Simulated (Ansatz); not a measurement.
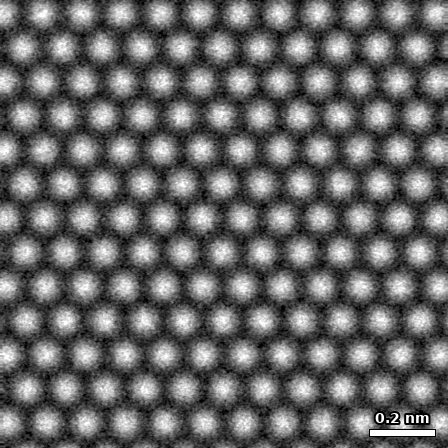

An image along [111] of one of the structures below (computed or model cells, partly hypothetical, each in its standard cell). Simulated incoherent Z contrast: every atom adds Z^1.8 spread by a probe of 0.76 Å full width; channelling and multiple scattering are left out. The display is stretched by a gamma of 0.8; percentages refer to the linear signal. Shot noise and a slight drift were added.

A. C
Space group Fm-3m (No. 225). a = 3.016 Å, b = 3.016 Å, c = 3.016 Å, α = 90.00°, β = 90.00°, γ = 90.00°
```
atom  site  symmetry       x       y       z
   C    4a      m-3m  0.0000  0.0000  0.0000
```

B. C
Space group Fd-3m:1 (No. 227). a = 3.554 Å, b = 3.554 Å, c = 3.554 Å, α = 90.00°, β = 90.00°, γ = 90.00°
| atom | site | symmetry | x | y | z |
| --- | --- | --- | --- | --- | --- |
| C | 8a | -43m | 0.0000 | 0.0000 | 0.0000 |

C. C
Space group P6/mmm (No. 191). a = 5.922 Å, b = 5.922 Å, c = 1.283 Å, α = 90.00°, β = 90.00°, γ = 120.00°
```tsv
atom	site	symmetry	x	y	z
C	1a	6/mmm	0.0000	0.0000	0.0000
C	2d	-6m2	0.3333	0.6667	0.5000
```

D. C
Space group P6_3/mmc (No. 194). a = 1.728 Å, b = 1.728 Å, c = 18.806 Å, α = 90.00°, β = 90.00°, γ = 120.00°
```
atom  site  symmetry       x       y       z
   C    2a      -3m.  0.0000  0.0000  0.0000
   C    2c      -6m2  0.3333  0.6667  0.2500
```

Question: Which structure was imaged?

Answer: A, C. Along [111] the projected cells are A 1.23 × 1.23 Å, 120°; B 1.45 × 1.45 Å, 120°; C 1.25 × 5.17 Å, 97°; D 1.72 × 1.73 Å, 120°. The image repeats as A does.

Structure A: the input geometry of an electronic-structure calculation (not necessarily at equilibrium); the starting structure was generated, so it need not be a known form of this composition.
